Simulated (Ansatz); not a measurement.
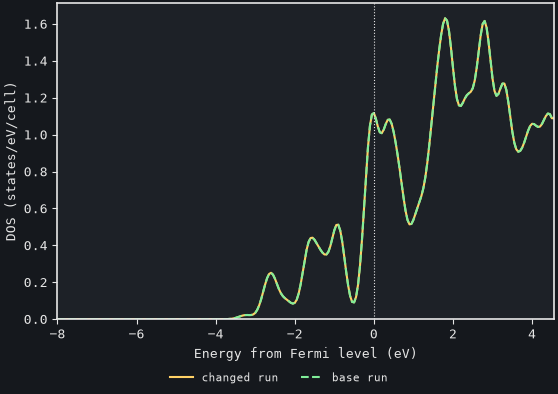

Densities of states of two runs on K, space group I4/mmm (No. 139), 1 atom in the cell, each from its own Fermi level, built from the levels of each run's k mesh with Gaussians 0.4 eV wide, which blur the band edges.

Base run: DFT with r2SCAN, PAW plane waves, no spin polarisation, 6×6×6 k mesh, 500 eV cutoff (Ansatz 0.2.0).

The second run changes scf.n_extra_bands from the default to 8, hamiltonian.pseudopotentials from { kind: paw } to { kind: paw_fr } and magnetization from { spin_polarized: false } to { noncollinear: true, spin_orbit: true }.

What do the changes do to the electronic structure?

Answer. Almost nothing at this scale: the two curves lie nearly on top of each other. Both runs have no gap on their mesh.

On the base run: The structure was built from a prototype or by substitution, so it need not be a known phase.
